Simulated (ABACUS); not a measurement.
## Band-structure run of Cr (part 2 of 2)

Continued. System: Cr (Im-3m, 1 atom in the cell). Method: Kohn-Sham DFT of a periodic cell, TPSS, SG15 ONCV 1.2 PBE, spin-polarised (ABACUS 3.10.1); cutoff 1496.63 eV, 8×8×8 k-mesh, fermi-dirac of 0.05 eV, collinear spins. The structure derives from a Materials Project entry.

Geometry of the input (Å; fractional positions):
```
-1.4844  1.4844  1.4844
1.4844  -1.4844  1.4844
1.4844  1.4844  -1.4844
Cr 0.0000  0.0000  0.0000
```

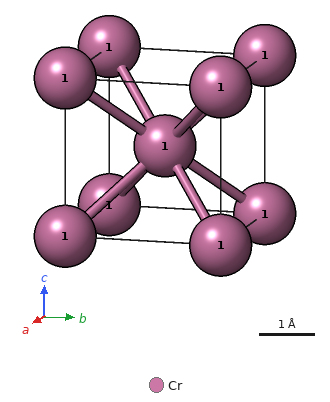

*The input geometry (ball-and-stick view of the cell 2 times as large as that of the calculation, set on its symmetry axes, seen slightly off an axis; atoms are numbered from 1 in the order of the input).*

Log, continued
```
 PARALLEL PW FOR WAVE FUNCTIONS
     PROC   COLUMNS(POT)             PW
        1             70            726
        2             69            724
        3             69            724
        4             69            725
 --------------- sum -------------------
        4            277           2899

 SETUP NONLOCAL PSEUDOPOTENTIALS IN PLANE WAVE BASIS
 Cr non-local projectors:
 projector 1 L=0
 projector 2 L=0
 projector 3 L=1
 projector 4 L=1
 projector 5 L=2
 projector 6 L=2
      TOTAL NUMBER OF NONLOCAL PROJECTORS = 18

 Init Non-Local PseudoPotential table :
 Init Non-Local-Pseudopotential done.

                                     npwx = 454

 -------------------------------------------
 SELF-CONSISTENT
 -------------------------------------------
                                 init_chg = atomic

 PW ALGORITHM --------------- ION=   1  ELEC=   1--------------------------------
          total magnetism (Bohr mag/cell) = 1.40998
       absolute magnetism (Bohr mag/cell) = 1.40998
                        nelec for spin up = 7.70499
                      nelec for spin down = 6.29501

 Density error is 0.173016692339
                          Error Threshold = 0.01
----------------------------------------------------------
     Energy           Rydberg                 eV
----------------------------------------------------------
 E_KohnSham     -167.3182798679      -2276.4819857623
 E_Harris       -169.9962191359      -2312.9172187054
 E_Fermi        1.3566750664         18.4585112371
----------------------------------------------------------

 PW ALGORITHM --------------- ION=   1  ELEC=   2--------------------------------
          total magnetism (Bohr mag/cell) = 0.351055232277
       absolute magnetism (Bohr mag/cell) = 0.430471507166
                        nelec for spin up = 7.17552761614
                      nelec for spin down = 6.82447238386

 Density error is 0.0196831957987
                          Error Threshold = 0.00123583351671
----------------------------------------------------------
     Energy           Rydberg                 eV
----------------------------------------------------------
 E_KohnSham     -167.4247783981      -2277.9309726009
 E_Harris       -168.1784922667      -2288.1857758757
 E_Fermi        1.3042651565         17.7454378311
----------------------------------------------------------

 PW ALGORITHM --------------- ION=   1  ELEC=   3--------------------------------
          total magnetism (Bohr mag/cell) = 0.134887106138
       absolute magnetism (Bohr mag/cell) = 0.184730150328
                        nelec for spin up = 7.06744355307
                      nelec for spin down = 6.93255644693

 Density error is 0.00366847614641
                          Error Threshold = 0.000140594255705
----------------------------------------------------------
     Energy           Rydberg                 eV
----------------------------------------------------------
 E_KohnSham     -167.4466327003      -2278.2283156375
 E_Harris       -167.3931166849      -2277.5001928940
 E_Fermi        1.2830850405         17.4572675693
----------------------------------------------------------

 PW ALGORITHM --------------- ION=   1  ELEC=   4--------------------------------
          total magnetism (Bohr mag/cell) = 0.0209384895713
       absolute magnetism (Bohr mag/cell) = 0.0625046877795
                        nelec for spin up = 7.01046924479
                      nelec for spin down = 6.98953075521

 Density error is 0.00123142920444
                          Error Threshold = 2.62034010458e-05
----------------------------------------------------------
     Energy           Rydberg                 eV
----------------------------------------------------------
 E_KohnSham     -167.4587069383      -2278.3925940734
 E_Harris       -167.3638705227      -2277.1022784434
 E_Fermi        1.2802114119         17.4181698470
----------------------------------------------------------

 PW ALGORITHM --------------- ION=   1  ELEC=   5--------------------------------
          total magnetism (Bohr mag/cell) = -0.00760776319593
       absolute magnetism (Bohr mag/cell) = 0.0301878277282
                        nelec for spin up = 6.9961961184
                      nelec for spin down = 7.0038038816

 Density error is 0.000475432582515
                          Error Threshold = 8.79592288887e-06
----------------------------------------------------------
     Energy           Rydberg                 eV
----------------------------------------------------------
 E_KohnSham     -167.4599927513      -2278.4100884565
 E_Harris       -167.6065630624      -2280.4042798444
 E_Fermi        1.2880169615         17.5243697976
----------------------------------------------------------

 PW ALGORITHM --------------- ION=   1  ELEC=   6--------------------------------
          total magnetism (Bohr mag/cell) = -0.00348176634025
       absolute magnetism (Bohr mag/cell) = 0.0187439220818
                        nelec for spin up = 6.99825911683
                      nelec for spin down = 7.00174088317

 Density error is 0.000113559203512
                          Error Threshold = 3.39594701797e-06
----------------------------------------------------------
     Energy           Rydberg                 eV
----------------------------------------------------------
 E_KohnSham     -167.4600570172      -2278.4109628392
 E_Harris       -167.5409410929      -2279.5114471463
 E_Fermi        1.2858976780         17.4955354660
----------------------------------------------------------

 PW ALGORITHM --------------- ION=   1  ELEC=   7--------------------------------
          total magnetism (Bohr mag/cell) = -0.000299398286086
       absolute magnetism (Bohr mag/cell) = 0.00243981197592
                        nelec for spin up = 6.99985030086
                      nelec for spin down = 7.00014969914

 Density error is 5.51153252752e-06
                          Error Threshold = 8.11137167942e-07
----------------------------------------------------------
     Energy           Rydberg                 eV
----------------------------------------------------------
 E_KohnSham     -167.4601373702      -2278.4120560975
 E_Harris       -167.4411685169      -2278.1539716076
 E_Fermi        1.2828269884         17.4537565909
----------------------------------------------------------

 PW ALGORITHM --------------- ION=   1  ELEC=   8--------------------------------
          total magnetism (Bohr mag/cell) = -0.000279792113952
       absolute magnetism (Bohr mag/cell) = 0.00242712408128
                        nelec for spin up = 6.99986010394
                      nelec for spin down = 7.00013989606

 Density error is 7.11570038515e-07
                          Error Threshold = 3.93680894823e-08
----------------------------------------------------------
     Energy           Rydberg                 eV
----------------------------------------------------------
 E_KohnSham     -167.4601522728      -2278.4122588571
 E_Harris       -167.4674511115      -2278.5115646523
 E_Fermi        1.2833807289         17.4612906159
----------------------------------------------------------

 PW ALGORITHM --------------- ION=   1  ELEC=   9--------------------------------
          total magnetism (Bohr mag/cell) = -0.000263139336869
       absolute magnetism (Bohr mag/cell) = 0.00112205335928
                        nelec for spin up = 6.99986843033
                      nelec for spin down = 7.00013156967

 Density error is 1.10930710399e-07
                          Error Threshold = 5.08264313225e-09
----------------------------------------------------------
     Energy           Rydberg                 eV
----------------------------------------------------------
 E_KohnSham     -167.4601543186      -2278.4122866927
 E_Harris       -167.4612012007      -2278.4265302538
 E_Fermi        1.2831354868         17.4579539271
----------------------------------------------------------

 PW ALGORITHM --------------- ION=   1  ELEC=  10--------------------------------
          total magnetism (Bohr mag/cell) = 3.35347325162e-05
       absolute magnetism (Bohr mag/cell) = 0.000300093666054
                        nelec for spin up = 7.00001676737
                      nelec for spin down = 6.99998323263

 Density error is 4.26328237515e-08
                          Error Threshold = 7.92362217136e-10
----------------------------------------------------------
     Energy           Rydberg                 eV
----------------------------------------------------------
 E_KohnSham     -167.4601546925      -2278.4122917796
 E_Harris       -167.4590872105      -2278.3977679413
 E_Fermi        1.2830588745         17.4569115631
----------------------------------------------------------

 PW ALGORITHM --------------- ION=   1  ELEC=  11--------------------------------
          total magnetism (Bohr mag/cell) = 9.64289740984e-06
       absolute magnetism (Bohr mag/cell) = 0.000107926998812
                        nelec for spin up = 7.00000482145
                      nelec for spin down = 6.99999517855

 Density error is 6.47985323624e-09
                          Error Threshold = 3.04520169653e-10
----------------------------------------------------------
     Energy           Rydberg                 eV
----------------------------------------------------------
 E_KohnSham     -167.4601547684      -2278.4122928118
 E_KS(sigma->0) -167.4600988451      -2278.4115319368
 E_Harris       -167.4599563068      -2278.4095926038
 E_band         -12.7944941259       -174.0780231400
 E_one_elec     -54.9923321317       -748.2090632993
 E_Hartree      33.5056367122        455.8675744041
 E_xc           -18.8364399495       -256.2829133484
 E_Ewald        -127.1369075529      -1729.7863688182
 E_entropy(-TS) -0.0001118465        -0.0015217500
 E_descf        0.0000000000         0.0000000000
 E_exx          0.0000000000         0.0000000000
 E_Fermi        1.2830768444         17.4571560558
----------------------------------------------------------

 charge density convergence is achieved
 final etot is -2278.4122928 eV
 EFERMI = 17.457156056 eV
The vacuum level is 16.550431274 eV

 STATE ENERGY(eV) AND OCCUPATIONS    NSPIN == 2
SPIN UP :
 1/29 kpoint (Cartesian) = 0.0000 0.0000 0.0000 (427 pws)
       1       -55.0321     0.00195312
       2       -25.8032     0.00195312
       3       -25.8032     0.00195312
       4       -25.8032     0.00195312
       5        10.0928     0.00195312
       6        16.7724     0.00195312
       7        16.7724     0.00195312
       8        16.7724     0.00195312
       9        18.6652    6.27209e-14
      10        18.6652    6.27209e-14
      11        39.0926        0.00000
      12        39.0926        0.00000
      13        39.0926        0.00000
      14        44.8261        0.00000
      15        44.8261        0.00000
      16        48.1153        0.00000
      17        48.1153        0.00000
      18        48.1153        0.00000
      19        49.3598        0.00000

 2/29 kpoint (Cartesian) = 0.042103 -0.042103 0.0000 (419 pws)
       1       -55.0140      0.0234375
       2       -25.8949      0.0234375
       3       -25.8326      0.0234375
       4       -25.8035      0.0234375
       5        10.6932      0.0234375
       6        16.5606      0.0234375
       7        16.7185      0.0234375
       8        17.1616      0.0233741
       9        18.4643    4.18500e-11
      10        18.6843    5.14625e-13
      11        37.0664        0.00000
      12        38.5263        0.00000
      13        39.2537        0.00000
      14        43.9870        0.00000
      15        44.6090        0.00000
      16        45.0354        0.00000
      17        46.6932        0.00000
      18        49.1381        0.00000
      19        52.2382        0.00000

 3/29 kpoint (Cartesian) = 0.084206 -0.084206 0.0000 (425 pws)
       1       -54.9702      0.0234375
       2       -26.1128      0.0234375
       3       -25.9029      0.0234375
       4       -25.8042      0.0234375
       5        12.2280      0.0234375
       6        16.0782      0.0234375
       7        16.4925      0.0234375
       8        18.1888    1.03550e-08
       9        18.3543    3.78266e-10
      10        18.7600    1.13184e-13
      11        32.8476        0.00000
      12        36.4622        0.00000
      13        39.5504        0.00000
      14        40.8693        0.00000
      15        43.4742        0.00000
      16        45.4338        0.00000
      17        48.5445        0.00000
      18        52.2170        0.00000
      19        56.7618        0.00000

 4/29 kpoint (Cartesian) = 0.12631 -0.12631 0.0000 (427 pws)
       1       -54.9260      0.0234375
       2       -26.3261      0.0234375
       3       -25.9725      0.0234375
       4       -25.8049      0.0234375
       5        13.4846      0.0234375
       6        15.6309      0.0234375
       7        17.1003      0.0234189
       8        18.5411    9.01382e-12
       9        18.8817    9.92131e-15
      10        19.3867    4.07354e-19
      11        28.4287        0.00000
      12        34.5140        0.00000
      13        37.9938        0.00000
      14        39.7566        0.00000
      15        43.2781        0.00000
      16        48.4469        0.00000
      17        48.9540        0.00000
      18        57.1556        0.00000
      19        59.1618        0.00000

 5/29 kpoint (Cartesian) = 0.16841 0.16841 0.33683 (448 pws)
       1       -54.9077      0.0117188
       2       -26.4131      0.0117188
       3       -26.0012      0.0117188
       4       -25.8053      0.0117188
       5        13.6596      0.0117188
       6        15.4545      0.0117188
       7        18.3238    3.48077e-10
       8        18.6070    1.20672e-12
       9        18.9472    1.33778e-15
      10        19.9557    2.32885e-24
      11        26.1159    7.24632e-78
      12        33.7708        0.00000
      13        36.8579        0.00000
      14        39.8238        0.00000
      15        43.4269        0.00000
      16        48.0045        0.00000
      17        52.5835        0.00000
      18        55.1025        0.00000
      19        60.9282        0.00000

 6/29 kpoint (Cartesian) = 0.084206 -0.042103 -0.042103 (428 pws)
       1       -54.9831      0.0468750
       2       -26.0441      0.0468750
       3       -25.8668      0.0468750
       4       -25.8251      0.0468750
       5        11.7865      0.0468750
       6        16.3149      0.0468750
       7        16.3755      0.0468750
       8        17.9604    1.99625e-06
       9        18.2375    7.82206e-09
      10        18.8057    9.07731e-14
      11        34.8485        0.00000
      12        35.9117        0.00000
      13        40.0322        0.00000
      14        40.6223        0.00000
      15        44.0021        0.00000
      16        46.3709        0.00000
      17        49.3582        0.00000
      18        49.3734        0.00000
      19        53.7153        0.00000

[... levels at 52 further k points ...]

------------------------------------------------------------------------------------------
 TOTAL-FORCE (eV/Angstrom)
------------------------------------------------------------------------------------------
                       Cr1         0.0000000000         0.0000000000         0.0000000000
------------------------------------------------------------------------------------------

----------------------------------------------------------------
 TOTAL-STRESS (KBAR)
----------------------------------------------------------------
      -281.2041338845         0.0000000000         0.0000000000
         0.0000000000      -281.2041338845        -0.0000000000
        -0.0000000000        -0.0000000000      -281.2041338845
----------------------------------------------------------------
 TOTAL-PRESSURE: -281.204134 KBAR

 --------------------------------------------
 !FINAL_ETOT_IS -2278.4122928117658375 eV
 --------------------------------------------
```

Results in brief

- outcome: converged
- space group (tolerance 0.01 Å): Im-3m (229)
- electrons treated: 14
- free energy: −2278.4123 eV
- Fermi energy of the self-consistent step: 17.457 eV
- gap on the k-point mesh: none (metallic)
- net moment of the cell: 0.00 μB
- integrated absolute moment: 0.00 μB
- pressure: −28.12 GPa
- largest force (length of the vector): under 0.001 eV/Å
- wall time: 47 s (CPU time 3.1 min)
- peak memory: 0.36 GiB

Notes

The cell is under a tension of 28 GPa at this level, so it is not at its equilibrium volume.
